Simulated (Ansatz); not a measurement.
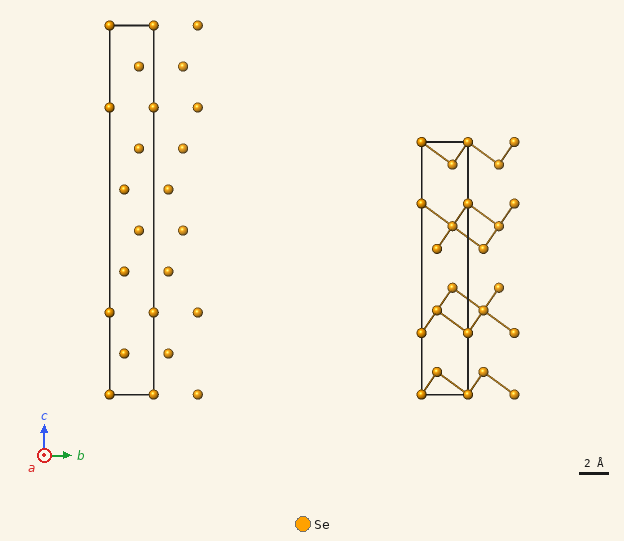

Two geometries of solid Se (built on the samarium (9R)_166 type) (coarse preliminary run), drawn at one scale. One is the start of a relaxation, the other its converged end. The picture is a ball-and-stick view of the conventional cell (3 times the calculation's cell), repeated 1 × 2 × 1 with one cell outlined, seen along the a axis. Lengths and directions refer to the drawn axes.

Theory: DFT PBEsol, scalar-relativistic, plane waves, PAW (Ansatz 0.2.0). (plane-wave cutoff 420 eV; k-point mesh 6 × 6 × 6; occupations gaussian; smearing width 0.1 eV; no spin polarisation; cell and atoms relaxed; force threshold 0.04 eV/Å; at most 70 steps)

**Which one is relaxed?**

The right one is the relaxed one. Case: samarium (9R) type (R-3m, No. 166). The largest moves relative to the cell, 0.38 Å, are those of Se atoms. The drawn cell changes as follows: a = b 3.529 → 3.713 Å (+5.2 %), c 25.580 → 17.505 Å (−31.6 %); the volume changes by −24.2 %. Near-neighbour distances that change, for instance: Se–Se 3.497 → 2.656 Å. New bonds form: Se–Se (3.50 → 2.66 Å). The space group stays R-3m (No. 166). The energy falls by 3.535 eV per cell of the calculation in 13 accepted moves (14 points after the start). The largest force component goes from 0.031 to 0.026 eV/Å. The pressure goes from −12.77 to −0.01 GPa. At 1 point the geometry stayed and the basis and grid were re-selected for the new cell (energy shift of 0.9 meV per cell of the calculation at most each time). The run took about 50 core-seconds on a shared host.
